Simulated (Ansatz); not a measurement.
The coordinates of a crystal:

```
Ti Al
1.0
     3.84535    0.00000    0.00000
     0.00000    3.84535    0.00000
    -0.76907    0.00000   17.24562
Ti Al
4 12
Direct
  0.08750 0.00000 0.43750
  0.53750 0.50000 0.18750
  0.18750 0.00000 0.93750
  0.63750 0.50000 0.68750
  0.58750 0.50000 0.43750
  0.03750 0.00000 0.18750
  0.68750 0.50000 0.93750
  0.13750 0.00000 0.68750
  0.56250 0.00000 0.31250
  0.01250 0.50000 0.06250
  0.66250 0.00000 0.81250
  0.11250 0.50000 0.56250
  0.06250 0.50000 0.31250
  0.51250 0.00000 0.06250
  0.16250 0.50000 0.81250
  0.61250 0.00000 0.56250
```

Q: Describe what this structure looks like.

A: The material is TiAl₃. The structure has Pm (No. 6) symmetry and a primitive monoclinic lattice. With Z = 4, the cell contains 4 Ti, 12 Al.

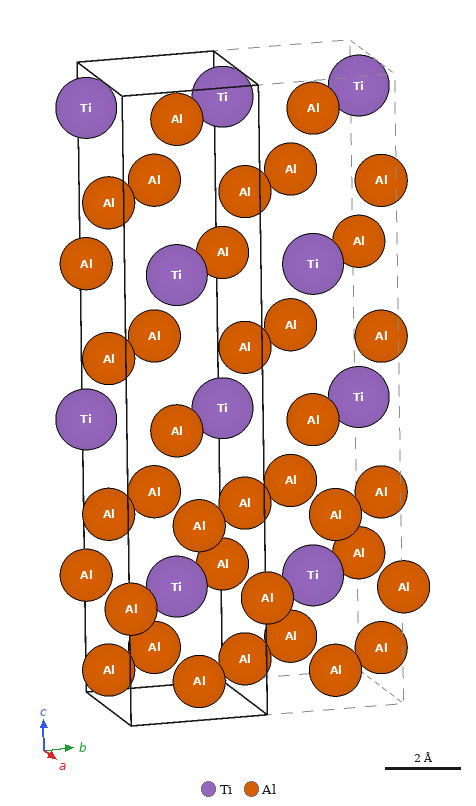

The figure gives a spheres-only picture of the atoms, viewed slightly off an axis. The picture spans 1×2×1 cells, one conventional unit cell being drawn with solid lines.

The structure comes from a structure listed in the Materials Project. The cell was then strained or its atoms displaced on purpose. An electronic-structure calculation with Ansatz was run on it.

At this level of theory the run's own cell isn't at rest (forces up to 2.2 eV/Å), so its distances can differ from those at equilibrium, the more so the softer the solid.
